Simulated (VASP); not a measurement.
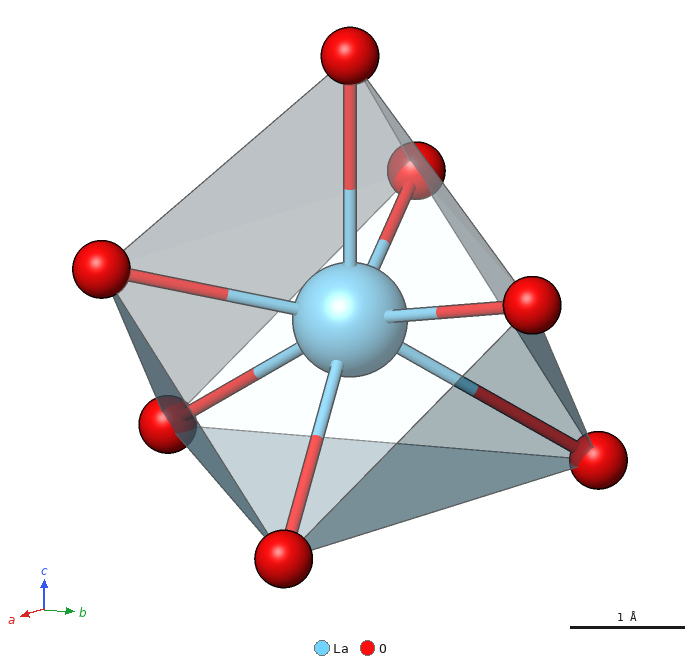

Coordination of La in La2O3 (P-3m1). The shape measure S (0 to 100) is the computed least-squares distance from an ideal polyhedron; S = 0 means ideal. Source: the geometry relaxed with VASP 6.6.1, VASP Kohn-Sham DFT of a periodic cell, PBE with D3(BJ), VASP PAW PBE potentials, recommended.

### Name the coordination polyhedron and say how regular it is.

LaO7: a slightly distorted capped octahedron (coordination number 7, S = 0.86; next best capped trigonal prism, S = 2.6).

### Is there a pattern of short and long bonds?

Yes, a 4 + 3 pattern: 4 short (2.38 Å on average) and 3 long (2.71 Å).

### How long are the bonds?

3 × La–O 2.36 Å, 1 × La–O 2.44 Å and 3 × La–O 2.71 Å. The next neighbour, not counted, lies at 3.65 Å.
